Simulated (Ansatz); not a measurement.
# Geometry relaxation of Pt (part 2 of 2)

Continued. System: Pt (I4₁/amd, 2 atoms in the cell). Method: DFT, PBE, PAW with Ansatz's default frozen-core files, scalar-relativistic, no spin polarisation (Ansatz 0.2.0); cutoff 420 eV, 16×16×16 k-mesh, Fermi–Dirac smearing of 0.05 eV. Its volume is 0.60 times that of the source entry. It belongs to a series of runs on one base structure; here: shape and atoms relaxed at 0.6 of the volume.

Geometry of the input (Å; fractional positions):
```
-2.1219  2.1219  1.1434
2.1219  -2.1219  1.1434
2.1219  2.1219  -1.1434
Pt -0.3750  -0.1250  -0.2500
Pt 0.3750  0.1250  0.2500
```

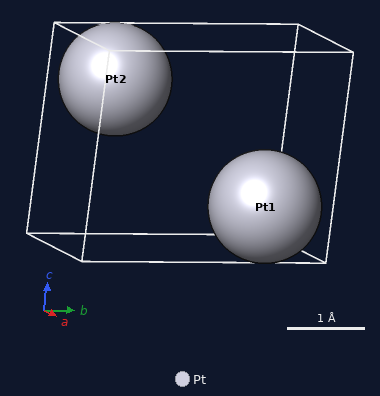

The geometry at step 2 of the log (spheres-only view of the reduced cell, seen slightly off an axis; atoms are numbered from 1 in the order of the input).

### The program's output, continued
```
SCF iter   1: F=—  HF=-25035.298841 eV  |F-HF|=—  |Δ(HF+E_count)|=         —  Δρ=1.15e-4  dr2=5.26e-7  ethr=6.09e-9  ⟨swp⟩=3.0  Hψ=42530  notcnv=0
preconditioner: auto → none  [metal: Δε(μ)=0.012 eV  Ē_g=14.021 eV  σ=0.050 eV  W_gap=0.06  n_scr=8 (ndim 8)  ℏωp=36.6 eV  f_vac=0.000  D(μ)=1.01/eV (n_scr^D=8)]
SCF iter   2: F=—  HF=-25035.298841 eV  |F-HF|=—  |Δ(HF+E_count)|=   3.13e-7  Δρ=5.60e-5  dr2=1.16e-7  ethr=1.46e-9  ⟨swp⟩=1.0  Hψ=7688  notcnv=0
iter 3 did not close the SCF: its close was put off for the readings that it lacked (scf_convergence_deferred on its scf_iter line)
SCF iter   3: F=-25035.298841 eV  HF=-25035.298841 eV  |F-HF|=3.46e-10  |Δ(HF+E_count)|=   2.14e-8  Δρ=2.53e-6  dr2=6.74e-10  ethr=3.23e-10  ⟨swp⟩=1.3  Hψ=8122  notcnv=0
iter 4 did not close the SCF: its close was put off for the readings that it lacked (scf_convergence_deferred on its scf_iter line)
SCF iter   4: F=-25035.298841 eV  HF=-25035.298841 eV  |F-HF|=2.55e-11  |Δ(HF+E_count)|=  2.33e-10  Δρ=9.17e-7  dr2=4.62e-11  ethr=1.87e-12  ⟨swp⟩=2.2  Hψ=14336  notcnv=0
iter 5 did not close the SCF: its close was put off for the readings that it lacked (scf_convergence_deferred on its scf_iter line)
SCF iter   5: F=-25035.298841 eV  HF=-25035.298841 eV  |F-HF|=1.09e-11  |Δ(HF+E_count)|=  1.09e-11  Δρ=1.40e-7  dr2=1.59e-12  ethr=1.00e-12  ⟨swp⟩=1.0  Hψ=7678  notcnv=0
SCF iter   6: F=-25035.298841 eV  HF=-25035.298841 eV  |F-HF|=3.64e-12  |Δ(HF+E_count)|=  3.64e-12  Δρ=2.84e-8  dr2=5.73e-14  ethr=1.00e-12  ⟨swp⟩=4.2  Hψ=32277  notcnv=0
SCF 3 converged in 6 iterations: F = -25035.298841 eV  dr2 = 5.73e-14
relax step   3: F+E_penalty+E_count = -25035.29884123 eV  Δ(F+E_penalty+E_count) = -9.393e-5 eV  max|allowed force component| = 2.776e-17 eV/Å  Δτ_max = 0.0000 Å  P = +393.023 GPa  Ω = 20.593 Å³  energy of the carried Pulay correction = +7.149e-10 eV  fix = [volume]  reactions: volume +393.023 GPa  (6 SCF iters, accepted)
Initial wavefunctions: pseudopotential atomic-orbital guess (no wavefunctions were taken with the density)
iter 1 solved again at ethr=3.10e-8 eV; its pass at ethr=3.10e-3 eV (dr2=1.11e-5 eV) is discarded
SCF iter   1: F=—  HF=-25035.298843 eV  |F-HF|=—  |Δ(HF+E_count)|=         —  Δρ=2.44e-6  dr2=1.84e-10  ethr=3.10e-8  ⟨swp⟩=4.2  Hψ=57366  notcnv=0
eigensolver tolerance schedule: the retry pair's looser diagonalisation over-reported the residual by 60480.91 of it (diagonalisation noise at 1.53 of the residual, at the tolerance the schedule requests for it); recorded, not acted on — ethr = c·dr2/N_el stays at c = 1.0e-1
SCF iter   2: F=—  HF=-25035.298842 eV  |F-HF|=—  |Δ(HF+E_count)|=   8.48e-7  Δρ=1.12e-6  dr2=3.70e-11  ethr=1.00e-12  ⟨swp⟩=3.6  Hψ=18472  notcnv=0
iter 3 did not close the SCF: its close was put off for the readings that it lacked (scf_convergence_deferred on its scf_iter line)
SCF iter   3: F=-25035.298842 eV  HF=-25035.298842 eV  |F-HF|=0.00e0  |Δ(HF+E_count)|=  4.73e-11  Δρ=2.48e-7  dr2=2.82e-12  ethr=1.00e-12  ⟨swp⟩=1.0  Hψ=7678  notcnv=0
iter 4 did not close the SCF: its close was put off for the readings that it lacked (scf_convergence_deferred on its scf_iter line)
SCF iter   4: F=-25035.298842 eV  HF=-25035.298842 eV  |F-HF|=0.00e0  |Δ(HF+E_count)|=    0.00e0  Δρ=6.56e-8  dr2=1.38e-13  ethr=1.00e-12  ⟨swp⟩=1.0  Hψ=7678  notcnv=0
iter 5 did not close the SCF: its close was put off for the readings that it lacked (scf_convergence_deferred on its scf_iter line)
SCF iter   5: F=-25035.298842 eV  HF=-25035.298842 eV  |F-HF|=3.64e-12  |Δ(HF+E_count)|=  1.09e-11  Δρ=2.01e-8  dr2=4.05e-14  ethr=1.00e-12  ⟨swp⟩=1.0  Hψ=7678  notcnv=0
iter 6 did not close the SCF: its close was put off for the readings that it lacked (scf_convergence_deferred on its scf_iter line)
SCF iter   6: F=-25035.298842 eV  HF=-25035.298842 eV  |F-HF|=0.00e0  |Δ(HF+E_count)|=  3.64e-12  Δρ=4.13e-9  dr2=2.03e-15  ethr=1.00e-12  ⟨swp⟩=1.0  Hψ=7678  notcnv=0
SCF iter   7: F=-25035.298842 eV  HF=-25035.298842 eV  |F-HF|=1.82e-11  |Δ(HF+E_count)|=  1.46e-11  Δρ=1.02e-9  dr2=1.27e-16  ethr=1.00e-12  ⟨swp⟩=2.7  Hψ=21349  notcnv=0
SCF 4 converged in 7 iterations: F = -25035.298842 eV  dr2 = 1.27e-16
relax step   4: F+E_penalty+E_count = -25035.29884232 eV  Δ(F+E_penalty+E_count) = -1.088e-6 eV  max|allowed force component| = 2.776e-17 eV/Å  Δτ_max = 0.0000 Å  P = +393.023 GPa  Ω = 20.593 Å³  fix = [volume]  reactions: volume +393.023 GPa  stress off target by 1.05e-3 GPa on what of the cell is left free  SCF on the basis re-selected at this cell (its energy is not comparable with the rows above)  (7 SCF iters)
basis re-selected at this cell: Δ(F+E_penalty+E_count) = -1.088e-6 eV, ΔP = -0.000 GPa vs the last step (what re-selecting the basis moved, of the pressure what is left beyond the Pulay correction that the steps carried, after the strain that the cell walked since its last selection, with what the two solves' SCF thresholds leave and, on support functions, any second-order correction that the steps lacked; it is no measure of the basis error at this ecutwfc). This SCF's stress stands 1.05e-3 GPa from its target on what of the cell is left free (relax.cell.stress_tol is 3.50e-1 GPa) and its largest allowed force component is 2.78e-17 eV/Å (relax.f_tol is 5.00e-3 eV/Å): within both
SCF converged after 7 iterations
Free energy (F): -25035.298842 eV
Harris-Foulkes:  -25035.298842 eV  (|F-HF|=1.82e-11)
Internal energy: -25035.290463 eV  (E = F + TS)
E sigma→0 (E₀):  -25035.294653 eV
Entropy (-TS):   -0.008379 eV (-4.190 meV/atom)
Fermi energy:    37.744497 eV
--- Per-component energies (eV) ---
  E_band       = 169.741952
  E_kinetic    = 1339.367566
  E_local      = -2032.959676  (includes V_loc(G=0)·N_el)
  E_nonlocal   = 409.917635
  E_hartree    = 838.247407
  E_xc         = -541.921690
  E_vxc        = -630.374023  (∫ρ·V_xc dr)
  E_paw        = -18918.423853  (= ΣΔE_a)
  E_vpaw       = -592.704757  (= ΣTr[D̂ρ^β])
  E_aug_tail   = 0.000393  (compensation charges beyond the density's cutoff)
  E_ewald      = -6129.518245
  E_smearing   = -0.008379  (= −TS)
  E_closure    = 0.000000  (closes the sum)
  Σ components = -25035.298842   (vs F -25035.298842, Δ=0.00e0)
--- Forces (eV/Å), atoms counted from 1 ---
  atom   1  Pt     0.00000000     0.00000000     0.00000000
  atom   2  Pt     0.00000000     0.00000000     0.00000000
  max |Σ_I F_I| component: 1.67e-16 eV/Å
--- Stress (GPa, compression-positive) ---
      393.023303       0.000000      -0.000000
        0.000000     393.023303       0.000000
        0.000000       0.000000     393.021732
  P = ⅓ Tr σ = 393.0228 GPa (3930.228 kbar)
--- Band table (eV; the first three rows and the last of 349) ---
  k-point 0: bands = ["-62.8039", "-62.2980", "-18.1713", "-18.1713", "-16.1305", "-16.1018", "-16.0502", "-16.0502", "22.9392", "24.6768", "26.5098", "27.5114", "28.4191", "34.7271", "34.7271", "34.8064", "34.8064", "38.8280", "41.1954", "43.5590", "43.5590", "54.9531"]
  k-point 1: bands = ["-62.7990", "-62.3029", "-18.1552", "-18.1549", "-16.1840", "-16.0997", "-16.0758", "-16.0186", "23.0451", "24.7646", "26.5763", "27.4805", "28.3854", "34.7378", "34.7838", "34.8600", "34.8673", "38.6913", "40.4075", "43.2262", "44.4083", "54.7663"]
  k-point 2: bands = ["-62.7846", "-62.3173", "-18.1072", "-18.1061", "-16.2851", "-16.1507", "-16.0936", "-15.9821", "23.3559", "25.0237", "26.7756", "27.3964", "28.2972", "34.7500", "34.9387", "35.0152", "35.0289", "38.2982", "39.1057", "42.3134", "45.8995", "54.2581"]
  k-point 348: bands = ["-62.5465", "-62.5465", "-18.5469", "-18.5469", "-16.1280", "-16.1280", "-15.7960", "-15.7960", "26.2440", "26.2440", "28.5381", "28.5381", "33.5064", "33.5064", "34.4905", "34.4905", "35.5448", "35.5448", "35.8040", "35.8040", "46.8879", "46.8879"]
--- Relaxed structure (3 steps of the walk, 2 accepted, 1 SCFs on fresh bases) ---
  F+E_penalty+E_count = -25035.29884232 eV   max|allowed force component| = 2.776e-17 eV/Å   (the final SCF, on the basis selected at the relaxed cell)
  cell:  # Å, volume = 20.5926 Å³
    - [-2.1226212804852786, 2.1226212804852786, 1.142629411501543]
    - [2.1226212804852786, -2.1226212804852786, 1.142629411501543]
    - [2.1226212804852786, 2.1226212804852786, -1.142629411501543]
  atoms:
    - { symbol: Pt, position: [-0.37500000000000006, -0.12499999999999997, -0.25000000000000006] }
    - { symbol: Pt, position: [0.37500000000000006, 0.12499999999999997, 0.25000000000000006] }
```

### File rho_z.tsv
```
# z_ang	rho[e/angstrom^3]
# format = ansatz-planar-average/11
# lattice	-2.122621280	2.122621280	1.142629412
# lattice	2.122621280	-2.122621280	1.142629412
# lattice	2.122621280	2.122621280	-1.142629412
# sites	2
# site	78	0.000000000	-1.061310640	-0.285657353
# site	78	-0.000000000	1.061310640	0.285657353
0.000000	1.081497e0
0.133831	1.177935e0
0.267663	1.430883e0
0.401494	1.758745e0
0.535326	2.076599e0
0.669157	2.307931e0
0.802988	2.392763e0
0.936820	2.307931e0
1.070651	2.076599e0
1.204482	1.758745e0
1.338314	1.430883e0
1.472145	1.177935e0
1.605977	1.081497e0
1.739808	1.177935e0
1.873639	1.430883e0
2.007471	1.758745e0
2.141302	2.076599e0
2.275134	2.307931e0
2.408965	2.392763e0
2.542796	2.307931e0
2.676628	2.076599e0
2.810459	1.758745e0
2.944291	1.430883e0
3.078122	1.177935e0
```

### File v_z.tsv
```
# z_ang	v_es[eV]	v_tot[eV]
# format = ansatz-planar-average/11
# xc	pbe
# density_cutoff_ev	1680
# datasets	Pt=:simpson_from_first_knot:soft
# lattice	-2.122621280	2.122621280	1.142629412
# lattice	2.122621280	-2.122621280	1.142629412
# lattice	2.122621280	2.122621280	-1.142629412
# sites	2
# site	78	0.000000000	-1.061310640	-0.285657353
# site	78	-0.000000000	1.061310640	0.285657353
0.000000	2.144693e1	6.066406e0
0.133831	2.066179e1	5.139927e0
0.267663	1.858496e1	2.676991e0
0.401494	1.601598e1	-4.050195e-1
0.535326	1.377388e1	-3.126492e0
0.669157	1.228857e1	-4.932784e0
0.802988	1.177150e1	-5.559733e0
0.936820	1.228857e1	-4.932784e0
1.070651	1.377388e1	-3.126492e0
1.204482	1.601598e1	-4.050195e-1
1.338314	1.858496e1	2.676991e0
1.472145	2.066179e1	5.139927e0
1.605977	2.144693e1	6.066406e0
1.739808	2.066179e1	5.139927e0
1.873639	1.858496e1	2.676991e0
2.007471	1.601598e1	-4.050195e-1
2.141302	1.377388e1	-3.126492e0
2.275134	1.228857e1	-4.932784e0
2.408965	1.177150e1	-5.559733e0
2.542796	1.228857e1	-4.932784e0
2.676628	1.377388e1	-3.126492e0
2.810459	1.601598e1	-4.050195e-1
2.944291	1.858496e1	2.676991e0
3.078122	2.066179e1	5.139927e0
```

### Trajectory as extended XYZ (Å, eV, eV/Å), 4 frames, from step=1 to step=4
```
2
Lattice="-2.1219 2.1219 1.1434 2.1219 -2.1219 1.1434 2.1219 2.1219 -1.1434" Properties=species:S:1:pos:R:3:forces:R:3 step=1 energy=-25035.29875 pressure_GPa=393.03
Pt    0.0000   -1.0610   -0.2858    0.0000   0.0000   0.0000
Pt    0.0000    1.0610    0.2858    0.0000   0.0000   0.0000
2
Lattice="-2.1234 2.1234 1.1418 2.1234 -2.1234 1.1418 2.1234 2.1234 -1.1418" Properties=species:S:1:pos:R:3:forces:R:3 step=2 energy=-25035.29873 pressure_GPa=393.02 accepted=F
Pt    0.0000   -1.0617   -0.2855    0.0000   0.0000   0.0000
Pt    0.0000    1.0617    0.2855    0.0000   0.0000   0.0000
2
Lattice="-2.1226 2.1226 1.1426 2.1226 -2.1226 1.1426 2.1226 2.1226 -1.1426" Properties=species:S:1:pos:R:3:forces:R:3 step=3 energy=-25035.29884 pressure_GPa=393.02
Pt    0.0000   -1.0613   -0.2857    0.0000   0.0000   0.0000
Pt    0.0000    1.0613    0.2857    0.0000   0.0000   0.0000
2
Lattice="-2.1226 2.1226 1.1426 2.1226 -2.1226 1.1426 2.1226 2.1226 -1.1426" Properties=species:S:1:pos:R:3:forces:R:3 step=4 energy=-25035.29884 pressure_GPa=393.02
Pt    0.0000   -1.0613   -0.2857    0.0000   0.0000   0.0000
Pt    0.0000    1.0613    0.2857    0.0000   0.0000   0.0000
```

### Results in brief

- outcome: converged
- space group (tolerance 0.01 Å): I4₁/amd (141)
- electrons treated: 36
- free energy: −25035.2988 eV
- Fermi energy: 37.744 eV
- pressure: 393.02 GPa
- final volume: 20.59 Å³
- largest force (length of the vector) at the end: under 0.001 eV/Å
- final cell: a = 3.212 Å, b = 3.212 Å, c = 3.212 Å, α = 97.27°, β = 97.27°, γ = 138.32°
- hardware: 1 thread of Intel Xeon (Granite Rapids), 32 GiB of memory available, shared host
- wall time: 16 s
- peak memory: 0.49 GiB

### Remarks

Spin–orbit coupling is left out, which matters for Pt. The cell is under a pressure of 393 GPa at this level, so it is not at its equilibrium volume.
